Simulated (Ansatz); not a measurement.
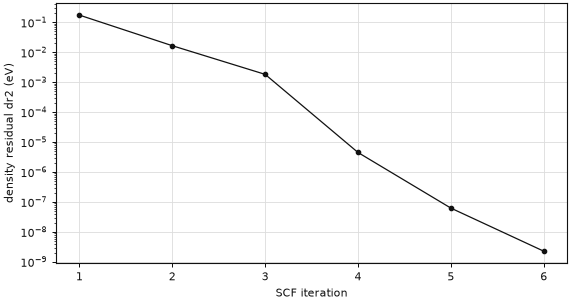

The plot shows the SCF iterations of a calculation: density residual dr2. The starting density is a sum of atomic densities corrected by a trained network.

AlN (4 atoms in the cell), run with Ansatz.

```
crystal:
  lattice:
    - [2.56683487, 0.0, 0.0]
    - [-1.28341743, 2.2229442, 0.0]
    - [0.0, 0.0, 3.5698212]
  atoms:
    - { symbol: Al, position: [0.3333333333, 0.6666666667, 0.75] }
    - { symbol: Al, position: [0.6666666667, 0.3333333333, 0.25] }
    - { symbol: "N", position: [0.3333333333, 0.6666666667, 0.25] }
    - { symbol: "N", position: [0.6666666667, 0.3333333333, 0.75] }
basis:
  ecutwfc: 420
kpoints:
  mp_grid: { grid: [12, 12, 6] }
hamiltonian:
  xc: pbesol
scf:
  occupations: { method: gaussian, width: 0.05 }
  max_iter: 60
output:
  forces: true
  eigenvalues: true
  stress: true
```

Run as:
```bash
ansatz run input.yaml --threads 1 --pin off --max-ram 2560MiB --backend cpu --events-out ev --progress --plain --runs-dir out
```

**Did the calculation converge?**

It converged, after 6 iterations. The residual falls at every step.

**Is anything amiss with this input?**

The input holds a fault (a lattice far too small). The SCF closed all the same, which doesn't make the results meaningful for the real system.
